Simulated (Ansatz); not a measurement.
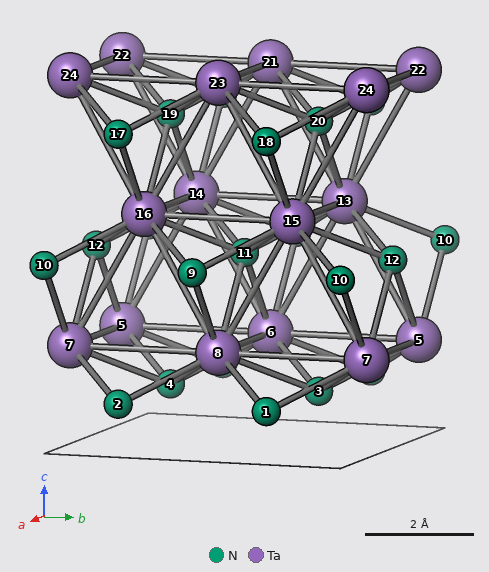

This is the input geometry for a constrained relaxation of a slab of composition TaN (cut from the P-6m2 phase). The picture is a ball-and-stick view of the cell of the calculation, outlined in the plane, without the vacuum, seen slightly off an axis.

Case: clean slab, lower planes held. The slab is the (1 0 0) face of TaN. 12 atoms are held fixed.

These are results of DFT PBE+D3(BJ), scalar-relativistic, plane waves, PAW (Ansatz), not measurements.

Input
```yaml
crystal:
  lattice:
    - [5.7615861975, 0.0, 0.0]
    - [0.0, 5.8570264691, 0.0]
    - [0.0, 0.0, 21.917722665]
  atoms:
    - { symbol: "N", position: [0.0, 0.75, 0.3650014248] }
    - { symbol: "N", position: [0.0, 0.25, 0.3650014248] }
    - { symbol: "N", position: [0.5, 0.75, 0.3650014248] }
    - { symbol: "N", position: [0.5, 0.25, 0.3650014248] }
    - { symbol: Ta, position: [0.25, 0.0, 0.4035724463] }
    - { symbol: Ta, position: [0.25, 0.5, 0.4035724463] }
    - { symbol: Ta, position: [0.75, 0.0, 0.4035724463] }
    - { symbol: Ta, position: [0.75, 0.5, 0.4035724463] }
    - { symbol: "N", position: [0.0, 0.5, 0.4807144893] }
    - { symbol: "N", position: [0.0, 0.0, 0.4807144893] }
    - { symbol: "N", position: [0.5, 0.5, 0.4807144893] }
    - { symbol: "N", position: [0.5, 0.0, 0.4807144893] }
    - { symbol: Ta, position: [0.25, 0.75, 0.5192855107] }
    - { symbol: Ta, position: [0.25, 0.25, 0.5192855107] }
    - { symbol: Ta, position: [0.75, 0.75, 0.5192855107] }
    - { symbol: Ta, position: [0.75, 0.25, 0.5192855107] }
    - { symbol: "N", position: [0.0, 0.25, 0.5964275537] }
    - { symbol: "N", position: [0.0, 0.75, 0.5964275537] }
    - { symbol: "N", position: [0.5, 0.25, 0.5964275537] }
    - { symbol: "N", position: [0.5, 0.75, 0.5964275537] }
    - { symbol: Ta, position: [0.25, 0.5, 0.6349985752] }
    - { symbol: Ta, position: [0.25, 0.0, 0.6349985752] }
    - { symbol: Ta, position: [0.75, 0.5, 0.6349985752] }
    - { symbol: Ta, position: [0.75, 0.0, 0.6349985752] }
basis:
  ecutwfc: 420
kpoints:
  mp_grid: { grid: [3, 3, 1] }
hamiltonian:
  xc: pbe
  dispersion: d3bj
scf:
  occupations: { method: gaussian, width: 0.1 }
output:
  forces: true
  eigenvalues: true
  write_density: true
  write_potential: true
  elf: true
  volumetric_format: npy
relax:
  adjacent_minimum: "off"
  f_tol: 0.03
  max_steps: 70
  constraints: [{ sites: [0, 1, 2, 3, 4, 5, 6, 7, 8, 9, 10, 11] }]
efield:
  axis: 3
  dipole_correction: true
  ramp_width: 0.04
```

Run as
```bash
ansatz run input.yaml --threads 4 --pin off --max-ram 10240MiB --backend cpu --events-out ev --progress --plain --runs-dir out
```

> Where does the constrained relaxation end?

Over 2 accepted moves (3 points after the start) the energy falls by 46.2 meV per cell of the calculation. The largest force component goes from 0.39 to 0.018 eV/Å. The line search rejected the trial step at point 1 of the run. The largest moves, 0.049 Å, are those of Ta21, Ta22, Ta23 and Ta24. Ta21 goes along the normal (+c). By element the largest moves are Ta 0.049 Å, N 0.029 Å. The lattice vectors keep their values. Some distances before and after: Ta5–Ta13 2.929 → 2.956 Å, Ta13–Ta21 2.929 → 2.944 Å, N10–Ta13 2.221 → 2.233 Å.
